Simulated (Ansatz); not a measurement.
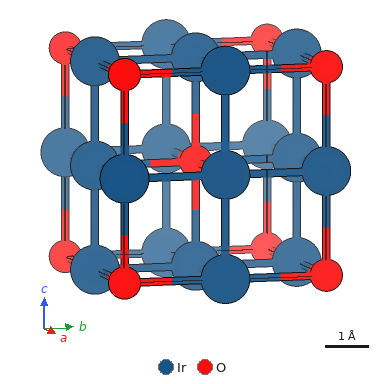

We look at a ball-and-stick model of the crystal slightly off an axis. One conventional unit cell is framed, with atoms on its boundary repeated. Cell: a = 4.95 Å, b = 4.95 Å, c = 4.95 Å, α = 90.00°, β = 90.00°, γ = 90.00°.

The initial geometry was a random cell made by a generator, so it need not be a real form of the compound. Earlier steps of the study may have refined or changed the cell and positions. It was run through Ansatz as a DFT input.

> Describe the arrangement of the atoms.

This is Ir₃O. The space group is Im-3m (No. 229); the lattice is body-centred cubic. The cell comprises 2 formula units: 6 Ir, 2 O. Each Ir has four Ir and two O in an octahedral arrangement (about 2.5 Å to Ir, 2.5 Å to O). O is surrounded by six Ir in an octahedral arrangement at about 2.5 Å. The bonds build a three-dimensional framework.

All computed values are from DFT PBE, scalar-relativistic, plane waves, PAW (Ansatz). Settings: a kinetic-energy cutoff of 420 eV, k-points about 0.13 Å⁻¹ apart, Gaussian smearing of 0.1 eV, no spin polarisation.

> Does it come out as a metal, or with a gap?

A metal: bands cross the Fermi level.

> What net charge does each kind of atom have (Bader)?

Ir +0.25 e; O -0.76 e.

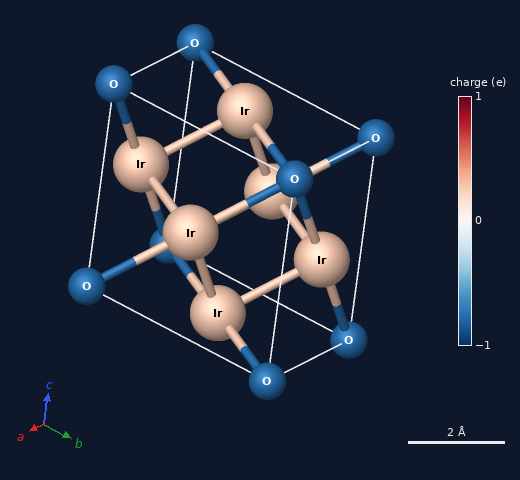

The atoms coloured by those charges. The run's cell of 4 atoms is drawn, so axes and origin can differ from the first picture.

> Is this the optimised geometry for these settings?

Yes. All forces vanish to within 0.01 eV/Å. The pressure is 0.0 GPa, close to zero.
